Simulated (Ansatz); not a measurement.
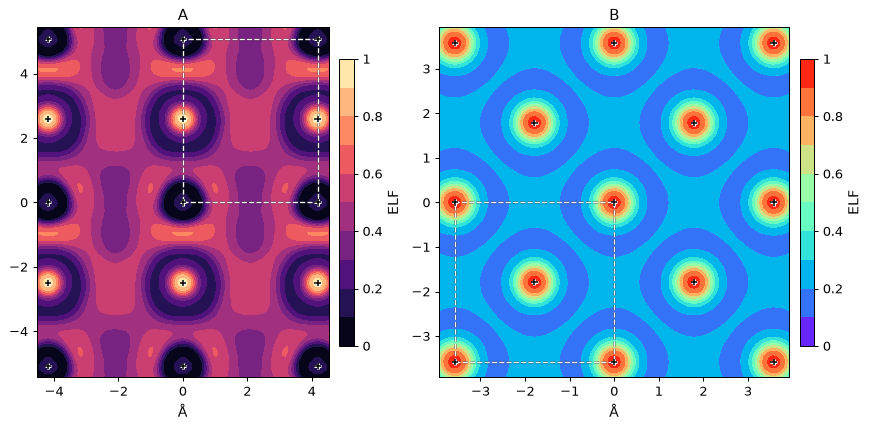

The ELF of 2 systems, each on a plane through atoms (crosses mark nuclei in the plane).

Computed with DFT r2SCAN, scalar-relativistic, plane waves, PAW (Ansatz 0.2.0).

System 1: Cu, the (100) plane of the conventional cell. Space group Fm-3m; a structure from a database of computed crystals, not necessarily the ambient phase; computed without spin polarisation.

```
Cu
1.0
     3.57666    0.00000    0.00000
     0.00000    3.57666    0.00000
     0.00000    0.00000    3.57666
Cu
4
Direct
  0.00000 0.00000 0.00000
  0.50000 0.50000 0.00000
  0.50000 0.00000 0.50000
  0.00000 0.50000 0.50000
```

System 2: Al3Cu2, the (100) plane of the conventional cell. Space group P-3m1; a structure from a database of computed crystals, not necessarily the ambient phase; changed on purpose from its base cell (volume × 1.06, shape and atoms relaxed); computed pressure about −6 GPa in this cell; computed without spin polarisation.

```
Al Cu
1.0
     4.18390    0.00000    0.00000
    -2.09195    3.62336    0.00000
     0.00000    0.00000    5.08375
Al Cu
3 2
Cartesian
  0.0000 0.0000 0.0000
  0.0000 2.4156 1.7748
  2.0920 1.2078 3.3090
  0.0000 2.4156 4.2660
  2.0920 1.2078 0.8177
```

Match each panel to its system.

Answer. Panel A is system 2, Al3Cu2: the plane holds Al and Cu. Al–Cu (2.49 Å): the ELF peaks at about 0.70 between the atoms. Panel B is system 1, Cu: the plane holds Cu. Cu–Cu (2.53 Å): the ELF is about 0.20 at the midpoint; no localised pair shows between them.
